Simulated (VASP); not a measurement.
```
Li Cl
1.0
     4.16187    0.00000    0.00000
    -2.08094    3.60429    0.00000
     0.00000    0.00000    5.23255
Li Cl
2 2
Direct
  0.33333 0.66667 0.25000
  0.66667 0.33333 0.75000
  0.66667 0.33333 0.25000
  0.33333 0.66667 0.75000
```

Space group P6₃/mmc; a generated structure, not necessarily the stable one.

Computed with Kohn-Sham DFT of a periodic cell, PBE, VASP PAW PBE potentials, recommended in VASP 6.6.1.

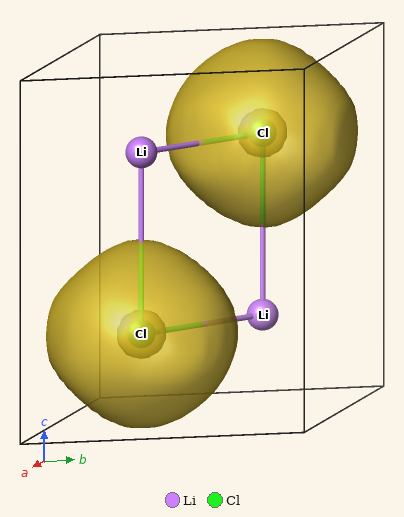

LiCl. Isosurface of the electron localisation function at 0.65 (yellow), seen slightly off an axis. Only the valence region is drawn (cores and ρ < 0.01 e/Å³ removed). Sticks mark near contacts.

In a PAW calculation such maps are meaningful between the atoms, not at the nuclei.

Where are the electrons localised?

Answer. The ELF exceeds this value in two regions wrapped around Cl (the valence shell of each), counted in one cell of 4 atoms. Any copies at cell faces, edges or corners count once.

Values along the shortest contacts:
Li–Cl (2.40 Å): the ELF peaks at about 0.90 in the valence shell of Cl, 0.9 Å from its nucleus, and falls to about 0 next to Li (a closed-shell, largely ionic contact). Li–Cl (2.62 Å): the ELF peaks at about 0.90 in the valence shell of Cl, 0.9 Å from its nucleus, and falls to about 0 next to Li (a largely ionic contact).

Does the calculation give a band gap?

Answer. It is gapped, with a Kohn–Sham gap of 5.7 eV on the k-point mesh, an upper bound to the gap of this method.
